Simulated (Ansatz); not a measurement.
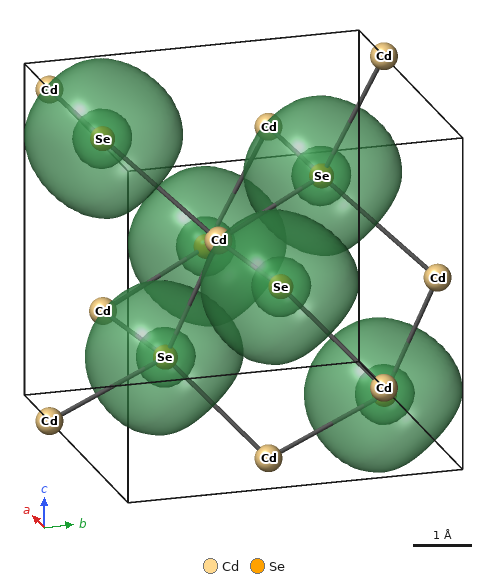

Figure 1: CdSe. Isosurface of the electron localisation function at 0.6 (green), seen at an oblique angle. Only the valence region is drawn (cores and ρ < 0.01 e/Å³ removed). Sticks mark near contacts.

Space group C222₁; a structure from a database of computed crystals, not necessarily the ambient phase; not relaxed (largest force 1.0 eV/Å).

These are results of DFT PBEsol, scalar-relativistic, plane waves, PAW (Ansatz), not measurements.

Core electrons are frozen (PAW), and the valence fields are smoothed inside the atomic spheres.

```yaml
crystal:
  lattice:
    - [0.00000, -6.08262, 0.00000]
    - [0.00000, 0.00000, -6.08262]
    - [6.08262, 0.00000, 0.00000]
  atoms:
    - { symbol: Cd, position: [0.24151, 0.00000, 0.50000] }
    - { symbol: Cd, position: [0.74151, 0.50000, 0.50000] }
    - { symbol: Cd, position: [0.75849, 0.00000, 0.00000] }
    - { symbol: Cd, position: [0.25849, 0.50000, 0.00000] }
    - { symbol: Se, position: [0.50000, 0.26644, 0.25000] }
    - { symbol: Se, position: [0.00000, 0.76644, 0.25000] }
    - { symbol: Se, position: [0.00000, 0.23356, 0.75000] }
    - { symbol: Se, position: [0.50000, 0.73356, 0.75000] }
```

Identify the bonds, lone pairs and shells in this picture.

The ELF exceeds this value in four regions wrapped around Se (the valence shell of each), counted in one cell of 8 atoms. Regions shared between cells count once. Along the contacts the grid gives the following. Cd–Se (2.55 Å): the ELF is about 0.40 at the midpoint. Cd–Se (2.72 Å): the ELF is about 0.40 at the midpoint and 0.15 at its lowest between the atoms.
